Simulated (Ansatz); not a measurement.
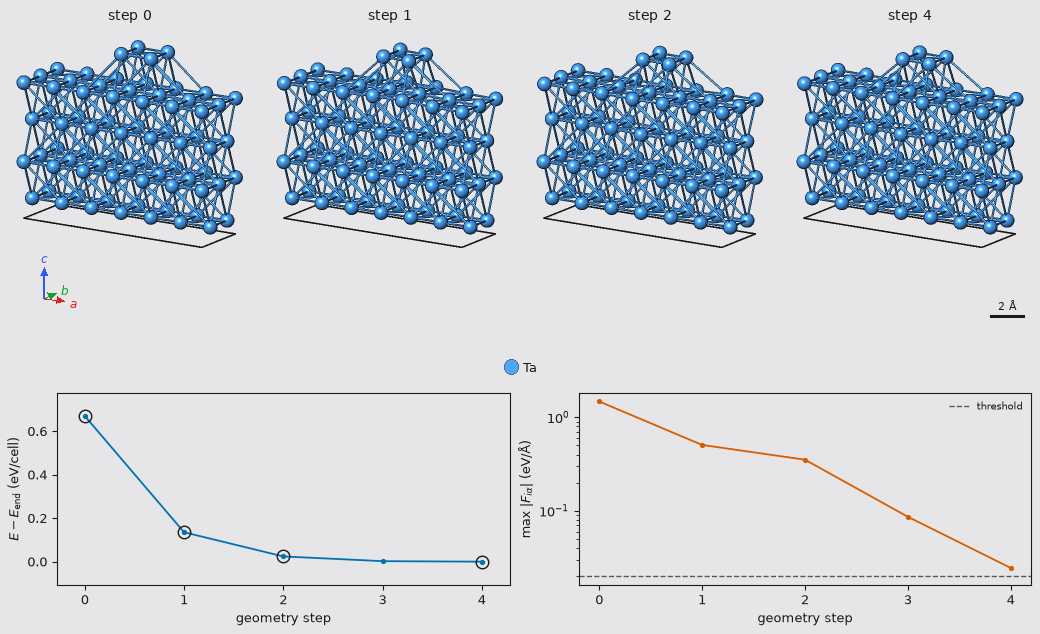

Frames of a constrained relaxation of a slab of composition Ta (cut from the Im-3m phase), marked on the history of the run. Style: ball-and-stick. Shown: the 1 × 2 repeat of the cell, outlined in the plane, without the vacuum (origin shifted), slightly off an axis.

Case: stripe over 3 of 6 cells, two steps. 12 atoms are held fixed.

All numbers below come from Ansatz, DFT PBE, scalar-relativistic, plane waves, PAW. (plane-wave cutoff 420 eV; k-point mesh 3 × 14 × 1; occupations gaussian; smearing width 0.1 eV; no spin polarisation; dipole correction; atoms relaxed in a fixed cell; force threshold 0.02 eV/Å; at most 45 steps)

What happens along the run?

Answer. The run was cut off at its time limit before the relaxation converged, so the last structure is only a point on the way. The largest moves, 0.32 Å, are those of Ta atoms. The cell doesn't change. Near-neighbour distances that change, for instance: Ta–Ta 3.319 → 3.095 Å, Ta–Ta 2.874 → 2.690 Å, Ta–Ta 2.874 → 2.721 Å, Ta–Ta 3.319 → 3.205 Å. Over 4 geometry steps the energy falls by 0.670 eV per cell of the calculation. Largest force component: 1.5 eV/Å at the start, 0.025 eV/Å at the end. From step 0 to 1: Ta atoms move most (0.19 Å), energy −0.535 eV per cell of the calculation. From step 1 to 2: Ta atoms move most (0.19 Å), energy −0.111 eV per cell of the calculation. From step 2 to 4: Ta atoms move most (0.05 Å), energy −24.1 meV per cell of the calculation.

```
step  E − E(0), meV/atom  largest force component, eV/Å
   0                0.00                         1.4768
   1              -20.57                         0.5068
   2              -24.84                         0.3525
   3              -25.68                         0.0865
   4              -25.77                         0.0245
```
